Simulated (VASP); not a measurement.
Cu3Au (space group Pm-3m, No. 221): the geometry relaxed with VASP 6.6.1, VASP Kohn-Sham DFT of a periodic cell, PBE, VASP PAW PBE potentials, recommended, release 54.

```cif
data_structure
_symmetry_space_group_name_H-M 'P 1'
_symmetry_Int_Tables_number 1
_cell_length_a 3.7828
_cell_length_b 3.7828
_cell_length_c 3.7828
_cell_angle_alpha 90.000
_cell_angle_beta 90.000
_cell_angle_gamma 90.000
_cell_volume 54.13
loop_
_atom_site_label
_atom_site_type_symbol
_atom_site_fract_x
_atom_site_fract_y
_atom_site_fract_z
_atom_site_occupancy
Au1 Au 0.00000 0.00000 0.00000 1
Cu1 Cu 0.50000 0.50000 0.00000 1
Cu2 Cu 0.50000 0.00000 0.50000 1
Cu3 Cu 0.00000 0.50000 0.50000 1
```

Bonds are taken as Au–Cu below 3 Å and Cu–Cu below 3 Å. Simplification: prune 0- and 1-connected atoms, fold 2-connected ones into links.

What net does this leave?

The result is a uninodal 12-connected, three-periodic net: Au and Cu are 12-connected nodes. It is the fcu net, known from cubic close packing. It is a single net, without interpenetration.

```
     node  links  point symbol                  coordination sequence
Au and Cu     12    3²⁴·4³⁶·5⁶  12 42 92 162 252 362 492 642 812 1002
```

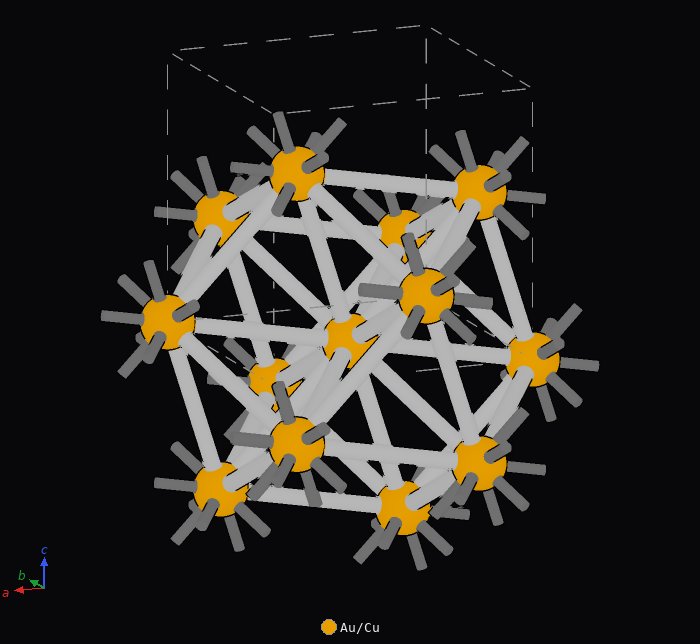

Nodes are coloured by topological kind. Short stubs are edges that leave the cut-out.
